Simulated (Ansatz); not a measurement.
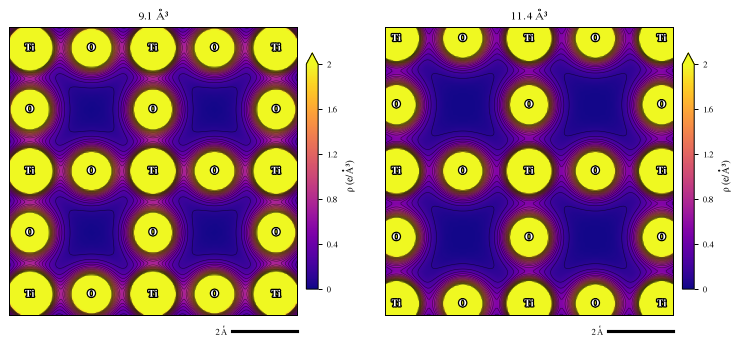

TiO. The valence electron density of cells scaled evenly to different volumes (given per atom above each panel), on the (010) plane of each (indices in the axes of the cell below), at one length scale and on one colour scale.

A structure from a database of computed crystals, not necessarily the ambient phase; spin-polarised.

Theory: DFT r2SCAN, scalar-relativistic, plane waves, PAW in Ansatz 0.2.0.

The density is the valence pseudo-density of a PAW calculation; it isn't the true density close to the nuclei.

The largest cell:

```yaml
crystal:
  lattice:
    - [4.08667, 0.00000, 0.00000]
    - [0.00000, 4.08667, 0.00000]
    - [0.00000, 0.00000, 4.08667]
  atoms:
    - { symbol: Ti, position: [0.50000, 0.50000, 0.00000] }
    - { symbol: Ti, position: [0.00000, 0.50000, 0.50000] }
    - { symbol: Ti, position: [0.50000, 0.00000, 0.50000] }
    - { symbol: O, position: [0.00000, 0.50000, 0.00000] }
    - { symbol: O, position: [0.50000, 0.00000, 0.00000] }
    - { symbol: O, position: [0.00000, 0.00000, 0.50000] }
```

| volume (Å³/atom) | Ti–O contact in the plane (Å) | ρ at its midpoint (e/Å³) | pressure (GPa) | 
| --- | --- | --- | --- |
| 9.10 | 1.897 | 0.749 | 68.2 | 
| 9.78 | 1.943 | ? | ? | 
| 11.38 | 2.043 | 0.526 | −4.3 | 

What values belong in the row with question marks?

Answer. Over the known rows ln ρ falls by 2.42 per Å of Ti–O distance (the line through the two), which gives 0.670 e/Å³ at 1.943 Å; the calculation gives 0.675 e/Å³. For the pressure, a straight line in volume between the neighbouring rows gives 46.6 GPa; the calculation gives 37.6, lower because pressure rises ever faster on compression.
